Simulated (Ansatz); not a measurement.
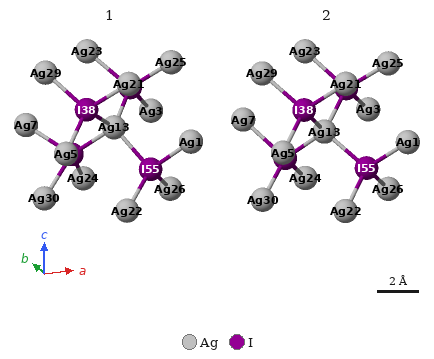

Two geometries of a defect cell of composition Ag₃₃I₃₂, drawn at one scale. One is the start of a relaxation, the other its converged end. A ball-and-stick model of the atoms within 5.0 Å of the atom that moves most (axes of the cell of the calculation (origin shifted)), seen slightly off an axis.

Method: DFT, PBEsol, PAW, plane waves in Ansatz 0.2.0. Settings: plane-wave cutoff 420 eV; k-point mesh 1 × 1 × 1; mesh shifted by (0.25, 0.25, 0.25); collinear spin; atoms relaxed in a fixed cell; force threshold 0.03 eV/Å; at most 80 steps.

### Which of the two is the end point?

Structure 1 is the relaxed one. An Ag atom moves most: 0.44 Å along [1 −1 1]. By element the largest moves are Ag 0.44 Å, I 0.31 Å. The cell stays as it was. Near-neighbour distances that change, for instance: Ag–I 2.712 → 2.851 Å, Ag–I 2.874 → 2.805 Å, Ag–I 2.808 → 2.754 Å, Ag–I 2.756 → 2.805 Å. Among the angles between lasting bonds that change: Ag–I–Ag 111.0° → 100.1°, Ag–I–Ag 110.3° → 100.1°, I–Ag–I 111.3° → 101.5°. The energy falls by 0.601 eV per cell of the calculation in 5 geometry steps. Largest force component: 0.46 eV/Å at the start, 0.011 eV/Å at the end. Cost: 27 s on 1 × NVIDIA GB300 Max-Q with 8 threads of Arm Neoverse-V2, peak memory 2.7 GiB.
